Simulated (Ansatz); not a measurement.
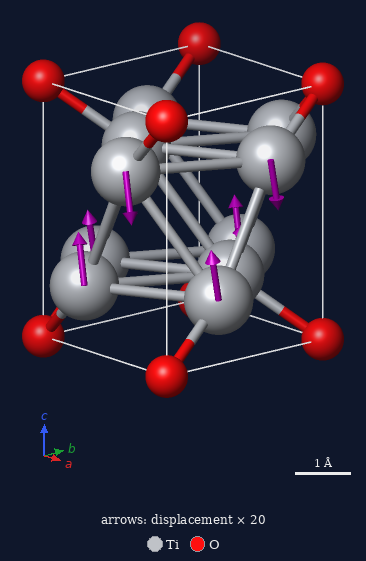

A relaxation of crystalline Ti$_{6}$O (set up in P-31m). The starting structure is drawn; purple arrows show the displacements (the part carried along by the change of the cell is left out), 20 times their true length.

A ball-and-stick model of the cell of the calculation, seen slightly off an axis.

The calculation used DFT r2SCAN, scalar-relativistic, plane waves, PAW (Ansatz).

The input:
```yaml
crystal:
  lattice:
    - [5.1299998608, 0.0, 0.0]
    - [-2.5649999304, 4.4427102009, 0.0]
    - [0.0, 0.0, 4.74]
  atoms:
    - { symbol: Ti, position: [0.333, 0.0, 0.25] }
    - { symbol: Ti, position: [0.0, 0.333, 0.25] }
    - { symbol: Ti, position: [0.667, 0.667, 0.25] }
    - { symbol: Ti, position: [0.0, 0.667, 0.75] }
    - { symbol: Ti, position: [0.667, 0.0, 0.75] }
    - { symbol: Ti, position: [0.333, 0.333, 0.75] }
    - { symbol: O, position: [0.0, 0.0, 0.0] }
basis:
  ecutwfc: 500
kpoints:
  mp_grid: { grid: [12, 12, 8] }
hamiltonian:
  xc: r2scan
scf:
  occupations: { method: gaussian, width: 0.1 }
output:
  forces: true
  stress: true
  eigenvalues: true
relax:
  adjacent_minimum: "off"
  f_tol: 0.005
  max_steps: 80
  cell: { stress_tol: 0.05 }
```

Command:
```bash
ansatz run input.yaml --threads 2 --pin off --max-ram 5120MiB --backend cpu --events-out ev --progress --plain --runs-dir out
```

Atoms of which element are displaced furthest, and by how much?

Titanium: up to 0.050 Å, against 0.000 Å for oxygen.

What happened in the run?

The largest moves relative to the cell, 0.050 Å, are those of Ti1, Ti2, Ti3, Ti4, Ti5 and Ti6. Ti1 goes along [−1 0 3]. O stays in place. The volume changes by −1.3 %, with a = b 5.130 → 5.103 Å (−0.5 %), c 4.740 → 4.726 Å (−0.3 %). Among the contacts that change: Ti1–Ti4 2.921 → 2.825 Å, Ti1–Ti5 2.925 → 3.007 Å, Ti1–Ti5 (another image) 2.925 → 2.851 Å, Ti1–Ti4 (another image) 2.921 → 2.983 Å. The space group stays P-31m (No. 162). The energy falls by 12.6 meV per atom in 4 accepted moves (6 points after the start). The largest force component goes from 0.47 to 0.0035 eV/Å. The pressure goes from −1.64 to 0.00 GPa. The line search rejected the trial step at point 1 of the run. At 1 point the geometry stayed and the basis and grid were re-selected for the new cell (energy shift of 0.1 meV per atom at most each time). The run took 5.9 min on 2 threads of Arm Neoverse V2 (shared host), peak memory 1 GiB.
